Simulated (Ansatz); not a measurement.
**Geometry relaxation, with input and output: Al4N5 (part 2 of 5)**

The same run, continued: Al4N5 (slab, 9 atoms in the cell); DFT LDA, scalar-relativistic, plane waves, PAW, PAW set soft_1, spin-polarised (Ansatz 0.2.0); cutoff 420 eV, 9×9×1 k-mesh, Gaussian smearing of 0.05 eV, collinear spins. The structure derives from an entry of the Crystallography Open Database. The input holds or restrains some coordinates. Forces given for the steps count only the free coordinates.

Geometry of the input (Å; fractional positions):
```
3.0887  0.0000  0.0000
-1.5443  2.6749  0.0000
0.0000  0.0000  23.4417
N  0.3333  0.6667  0.1706
Al 0.6667  0.3333  0.1955
N  0.6667  0.3333  0.2761
Al 0.3333  0.6667  0.3010
N  0.3333  0.6667  0.3838
Al 0.6667  0.3333  0.4042
N  0.6667  0.3333  0.4879
Al 0.3333  0.6667  0.5094
N  0.6667  1.3333  0.5496
```

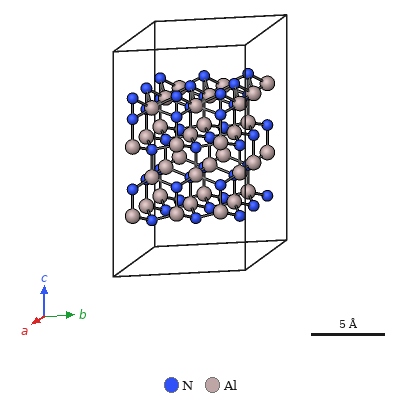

*The geometry at step 2 of the log (ball-and-stick view of the 3 × 3 repeat of the cell, with the vacuum cut short, seen slightly off an axis).*

**Output, continued**
```
SCF iter   1: F=—  HF=-3926.505029 eV  |F-HF|=—  |Δ(HF+E_count)|=         —  Δρ=3.28e-3 (↑2.35e-3 ↓3.28e-3)  dr2=6.83e-2  dr2_m=7.82e-3  M=0.512 μB ∫|m|=0.571 μB  β_m=1.20  ethr=1.85e-4  p=0.040 e·Å  D=3.72e-2 V/Å  ΔV_dip=-0.87 eV  dr2_dipole=3.36e-2  V_vac-E_F(+/−)=6.76/7.63 eV  ⟨swp⟩=1.3  Hψ=2101  notcnv=0  defer=100
efield: sawtooth ramp at fractional position 0.8401 (handed on by an earlier solve), width 0.0400; the density the first Hamiltonian is built on has a dipole p = 0.040 e·Å; the dipole correction subtracts the counter field D = 3.72e-2 V/Å, which shifts the + side's vacuum level by -0.87 eV against the − side's; the planar-averaged density in the ramp window peaks in size at 3.9e-6 e/Å³
preconditioner: auto → none  [insulator: Δε(μ)=0.056 eV  Ē_g=13.109 eV  σ=0.050 eV  W_gap=0.54  n_scr=14 (ndim 8)  ℏωp=16.2 eV  f_vac=0.495  D(μ)=3.53/eV (n_scr^D=12)  ε∞_Penn≈2.5]
SCF iter   2: F=—  HF=-3927.129362 eV  |F-HF|=—  |Δ(HF+E_count)|=   6.24e-1  Δρ=1.61e-2 (↑8.57e-3 ↓1.61e-2)  dr2=1.25e1  dr2_m=7.64e-2  M=0.980 μB ∫|m|=0.986 μB  β_m=0.08  ethr=1.85e-4  p=0.120 e·Å  D=1.12e-1 V/Å  ΔV_dip=-2.64 eV  dr2_dipole=7.89e0  V_vac-E_F(+/−)=5.34/7.97 eV  ⟨swp⟩=3.9  Hψ=1435  notcnv=0  defer=111  recentre
preconditioner: auto → LDOS  [metal: Δε(μ)=0.045 eV  Ē_g=13.070 eV  σ=0.050 eV  W_gap=0.45  n_scr=14 (ndim 8)  ℏωp=16.2 eV  f_vac=0.495  D(μ)=1.38/eV (n_scr^D=8)]
spin=Collinear: LDOS preconditioning applied to the charge; magnetization (m = ρ↑ − ρ↓) channel mixes plain (no charge-response kernel on spin).
density mixer auto → msr1: a metal under ldos (density of states about μ 0.66 of a free-electron gas's, 14 screened modes)
SCF iter   3: F=—  HF=-3926.504876 eV  |F-HF|=—  |Δ(HF+E_count)|=   6.24e-1  Δρ=2.81e-3 (↑2.07e-3 ↓2.81e-3)  dr2=4.21e-2  dr2_m=6.16e-3  M=0.516 μB ∫|m|=0.578 μB  β_m=0.02  ethr=1.85e-4  p=0.040 e·Å  D=3.71e-2 V/Å  ΔV_dip=-0.87 eV  dr2_dipole=1.99e-2  V_vac-E_F(+/−)=6.77/7.64 eV  ⟨swp⟩=3.9  Hψ=1504  notcnv=0  defer=100
SCF iter   4: F=—  HF=-3926.506327 eV  |F-HF|=—  |Δ(HF+E_count)|=   1.45e-3  Δρ=2.87e-3 (↑1.72e-3 ↓2.87e-3)  dr2=1.49e-1  dr2_m=6.09e-3  M=0.573 μB ∫|m|=0.666 μB  β_m=0.04  ethr=1.14e-4  p=0.043 e·Å  D=4.04e-2 V/Å  ΔV_dip=-0.95 eV  dr2_dipole=9.57e-2  V_vac-E_F(+/−)=6.73/7.68 eV  ⟨swp⟩=1.2  Hψ=886  notcnv=0  defer=98  recentre
SCF iter   5: F=—  HF=-3926.505320 eV  |F-HF|=—  |Δ(HF+E_count)|=   1.01e-3  Δρ=2.37e-3 (↑1.74e-3 ↓2.37e-3)  dr2=3.46e-2  dr2_m=4.60e-3  M=0.518 μB ∫|m|=0.576 μB  β_m=0.13  ethr=1.14e-4  p=0.039 e·Å  D=3.65e-2 V/Å  ΔV_dip=-0.86 eV  dr2_dipole=1.77e-2  V_vac-E_F(+/−)=6.78/7.64 eV  ⟨swp⟩=1.2  Hψ=595  notcnv=0  defer=98
SCF iter   6: F=—  HF=-3926.508571 eV  |F-HF|=—  |Δ(HF+E_count)|=   3.25e-3  Δρ=3.09e-3 (↑1.48e-3 ↓3.09e-3)  dr2=2.72e-1  dr2_m=5.47e-3  M=0.608 μB ∫|m|=0.669 μB  β_m=0.08  ethr=9.35e-5  p=0.044 e·Å  D=4.13e-2 V/Å  ΔV_dip=-0.97 eV  dr2_dipole=1.75e-1  V_vac-E_F(+/−)=6.73/7.69 eV  ⟨swp⟩=1.3  Hψ=601  notcnv=0  defer=98  recentre
SCF iter   7: F=—  HF=-3926.507818 eV  |F-HF|=—  |Δ(HF+E_count)|=   7.52e-4  Δρ=2.62e-3 (↑1.52e-3 ↓2.62e-3)  dr2=1.37e-1  dr2_m=4.17e-3  M=0.503 μB ∫|m|=0.543 μB  β_m=0.24  ethr=9.35e-5  p=0.036 e·Å  D=3.33e-2 V/Å  ΔV_dip=-0.78 eV  dr2_dipole=8.23e-2  V_vac-E_F(+/−)=6.85/7.63 eV  ⟨swp⟩=1.3  Hψ=655  notcnv=0  defer=98
SCF iter   8: F=—  HF=-3926.513249 eV  |F-HF|=—  |Δ(HF+E_count)|=   5.43e-3  Δρ=3.17e-3 (↑1.46e-3 ↓3.17e-3)  dr2=3.64e-1  dr2_m=4.08e-3  M=0.473 μB ∫|m|=0.507 μB  β_m=0.12  ethr=9.35e-5  p=0.032 e·Å  D=2.95e-2 V/Å  ΔV_dip=-0.69 eV  dr2_dipole=2.27e-1  V_vac-E_F(+/−)=6.91/7.60 eV  ⟨swp⟩=1.1  Hψ=904  notcnv=0  defer=99  recentre
SCF iter   9: F=—  HF=-3926.508661 eV  |F-HF|=—  |Δ(HF+E_count)|=   4.59e-3  Δρ=2.21e-3 (↑1.13e-3 ↓2.21e-3)  dr2=1.25e-1  dr2_m=2.64e-3  M=0.505 μB ∫|m|=0.541 μB  β_m=0.32  ethr=9.35e-5  p=0.035 e·Å  D=3.28e-2 V/Å  ΔV_dip=-0.77 eV  dr2_dipole=7.66e-2  V_vac-E_F(+/−)=6.85/7.62 eV  ⟨swp⟩=1.2  Hψ=609  notcnv=0  defer=99
SCF iter  10: F=—  HF=-3926.508223 eV  |F-HF|=—  |Δ(HF+E_count)|=   4.38e-4  Δρ=1.06e-3 (↑5.08e-4 ↓1.06e-3)  dr2=4.02e-2  dr2_m=4.05e-4  M=0.527 μB ∫|m|=0.550 μB  β_m=0.66  ethr=9.35e-5  p=0.037 e·Å  D=3.43e-2 V/Å  ΔV_dip=-0.80 eV  dr2_dipole=2.52e-2  V_vac-E_F(+/−)=6.82/7.62 eV  ⟨swp⟩=1.4  Hψ=679  notcnv=0  defer=99
SCF iter  11: F=—  HF=-3926.507837 eV  |F-HF|=—  |Δ(HF+E_count)|=   3.86e-4  Δρ=1.08e-4 (↑4.87e-5 ↓1.08e-4)  dr2=6.59e-5  dr2_m=5.00e-6  M=0.556 μB ∫|m|=0.574 μB  β_m=0.78  ethr=9.35e-5  p=0.038 e·Å  D=3.58e-2 V/Å  ΔV_dip=-0.84 eV  dr2_dipole=1.58e-5  V_vac-E_F(+/−)=6.80/7.64 eV  ⟨swp⟩=1.2  Hψ=605  notcnv=0  defer=99
SCF iter  12: F=—  HF=-3926.507818 eV  |F-HF|=—  |Δ(HF+E_count)|=   1.92e-5  Δρ=1.15e-4 (↑4.93e-5 ↓1.15e-4)  dr2=6.03e-4  dr2_m=4.50e-6  M=0.555 μB ∫|m|=0.574 μB  β_m=0.78  ethr=1.78e-7  p=0.038 e·Å  D=3.58e-2 V/Å  ΔV_dip=-0.84 eV  dr2_dipole=3.70e-4  V_vac-E_F(+/−)=6.80/7.64 eV  ⟨swp⟩=15.4  Hψ=4267  notcnv=0
SCF iter  13: F=—  HF=-3926.507823 eV  |F-HF|=—  |Δ(HF+E_count)|=   4.80e-6  Δρ=1.48e-4 (↑9.33e-5 ↓1.48e-4)  dr2=9.43e-4  dr2_m=8.59e-6  M=0.563 μB ∫|m|=0.581 μB  β_m=0.80  ethr=1.78e-7  p=0.039 e·Å  D=3.62e-2 V/Å  ΔV_dip=-0.85 eV  dr2_dipole=5.90e-4  V_vac-E_F(+/−)=6.80/7.65 eV  ⟨swp⟩=1.0  Hψ=596  notcnv=0
iter 14 did not close the SCF: its close was put off for a magnetic moment that had not settled (scf_convergence_deferred on its scf_iter line)
SCF iter  14: F=-3926.507814 eV  HF=-3926.507815 eV  |F-HF|=1.03e-6  |Δ(HF+E_count)|=   7.08e-6  Δρ=2.34e-5 (↑1.73e-5 ↓2.34e-5)  dr2=1.28e-6  dr2_m=5.71e-7  M=0.560 μB ∫|m|=0.578 μB  β_m=0.75  ethr=1.78e-7  p=0.039 e·Å  D=3.60e-2 V/Å  ΔV_dip=-0.84 eV  dr2_dipole=2.86e-7  V_vac-E_F(+/−)=6.80/7.64 eV  ⟨swp⟩=7.2  Hψ=2472  notcnv=0
iter 15 did not close the SCF: its close was put off for a magnetic moment that had not settled (scf_convergence_deferred on its scf_iter line)
SCF iter  15: F=-3926.507750 eV  HF=-3926.507816 eV  |F-HF|=6.65e-5  |Δ(HF+E_count)|=   9.19e-7  Δρ=4.43e-5 (↑4.08e-6 ↓4.43e-5)  dr2=4.16e-5  dr2_m=8.84e-7  M=0.560 μB ∫|m|=0.578 μB  β_m=0.75  ethr=3.45e-9  p=0.038 e·Å  D=3.60e-2 V/Å  ΔV_dip=-0.84 eV  dr2_dipole=2.60e-5  V_vac-E_F(+/−)=6.80/7.64 eV  ⟨swp⟩=2.7  Hψ=2150  notcnv=0
SCF iter  16: F=-3926.507710 eV  HF=-3926.507821 eV  |F-HF|=1.11e-4  |Δ(HF+E_count)|=   4.28e-6  Δρ=5.95e-5 (↑5.95e-5 ↓4.32e-5)  dr2=7.25e-5  dr2_m=2.19e-6  M=0.566 μB ∫|m|=0.585 μB  β_m=0.60  ethr=3.45e-9  p=0.039 e·Å  D=3.60e-2 V/Å  ΔV_dip=-0.84 eV  dr2_dipole=4.16e-5  V_vac-E_F(+/−)=6.80/7.65 eV  ⟨swp⟩=4.5  Hψ=2633  notcnv=0
iter 17 did not close the SCF: its close was put off for a magnetic moment that had not settled (scf_convergence_deferred on its scf_iter line)
SCF iter  17: F=-3926.507796 eV  HF=-3926.507818 eV  |F-HF|=2.16e-5  |Δ(HF+E_count)|=   2.90e-6  Δρ=3.52e-5 (↑3.52e-5 ↓2.27e-5)  dr2=1.40e-5  dr2_m=1.21e-6  M=0.564 μB ∫|m|=0.582 μB  β_m=0.80  ethr=3.45e-9  p=0.039 e·Å  D=3.60e-2 V/Å  ΔV_dip=-0.84 eV  dr2_dipole=8.46e-6  V_vac-E_F(+/−)=6.80/7.65 eV  ⟨swp⟩=3.7  Hψ=2296  notcnv=0
iter 18 did not close the SCF: its close was put off for a magnetic moment that had not settled (scf_convergence_deferred on its scf_iter line)
SCF iter  18: F=-3926.507818 eV  HF=-3926.507821 eV  |F-HF|=3.30e-6  |Δ(HF+E_count)|=   3.54e-6  Δρ=3.79e-5 (↑3.79e-5 ↓2.65e-5)  dr2=2.66e-6  dr2_m=1.80e-6  M=0.568 μB ∫|m|=0.586 μB  β_m=0.90  ethr=3.45e-9  p=0.039 e·Å  D=3.60e-2 V/Å  ΔV_dip=-0.84 eV  dr2_dipole=1.61e-6  V_vac-E_F(+/−)=6.80/7.65 eV  ⟨swp⟩=2.9  Hψ=2296  notcnv=0
iter 19 did not close the SCF: its close was put off for a magnetic moment that had not settled (scf_convergence_deferred on its scf_iter line)
SCF iter  19: F=-3926.507823 eV  HF=-3926.507823 eV  |F-HF|=1.07e-7  |Δ(HF+E_count)|=   1.46e-6  Δρ=3.59e-5 (↑3.59e-5 ↓3.07e-5)  dr2=5.60e-7  dr2_m=1.96e-6  M=0.569 μB ∫|m|=0.588 μB  β_m=0.41  ethr=3.45e-9  p=0.039 e·Å  D=3.60e-2 V/Å  ΔV_dip=-0.84 eV  dr2_dipole=3.17e-7  V_vac-E_F(+/−)=6.80/7.64 eV  ⟨swp⟩=2.5  Hψ=2001  notcnv=0
iter 20 did not close the SCF: its close was put off for a magnetic moment that had not settled (scf_convergence_deferred on its scf_iter line)
SCF iter  20: F=-3926.507819 eV  HF=-3926.507818 eV  |F-HF|=2.31e-7  |Δ(HF+E_count)|=   4.38e-6  Δρ=2.82e-5 (↑2.32e-5 ↓2.82e-5)  dr2=2.74e-7  dr2_m=1.16e-6  M=0.564 μB ∫|m|=0.583 μB  β_m=0.98  ethr=1.51e-9  p=0.039 e·Å  D=3.60e-2 V/Å  ΔV_dip=-0.84 eV  dr2_dipole=1.36e-7  V_vac-E_F(+/−)=6.80/7.64 eV  ⟨swp⟩=2.7  Hψ=2559  notcnv=0
SCF iter  21: F=-3926.507810 eV  HF=-3926.507815 eV  |F-HF|=4.65e-6  |Δ(HF+E_count)|=   3.77e-6  Δρ=1.77e-5 (↑1.77e-5 ↓1.43e-5)  dr2=3.09e-6  dr2_m=3.92e-7  M=0.558 μB ∫|m|=0.576 μB  ethr=7.41e-10  p=0.039 e·Å  D=3.60e-2 V/Å  ΔV_dip=-0.84 eV  dr2_dipole=1.84e-6  V_vac-E_F(+/−)=6.80/7.65 eV  ⟨swp⟩=3.7  Hψ=2903  notcnv=0
The SCF converged. Along the directions that its mixing steps explored, a Ritz value of the dielectric operator 1 − χ₀K read negative at each of the last 4 readings (its real part and the size of its imaginary part sum to between -0.096 and -0.064).
SCF 2 converged in 21 iterations: F = -3926.507810 eV  dr2 = 3.09e-6
  greatest PAW one-centre occupation: 0.816 electrons in one spin orbital (limit 2), on the N atom at site 8 (counted from 0), in its partial waves of l = 0
relax step   2: F+E_penalty+E_count = -3926.50780999 eV  Δ(F+E_penalty+E_count) = -3.458e-2 eV  max|allowed force component| = 1.122e0 eV/Å  Δτ_max = 0.0241 Å  (21 SCF iters, dr2 threshold 1.00e-4 eV, accepted)
iter 1 solved again at ethr=4.72e-4 eV; its pass at ethr=3.10e-3 eV (dr2=1.75e-1 eV) is discarded
```
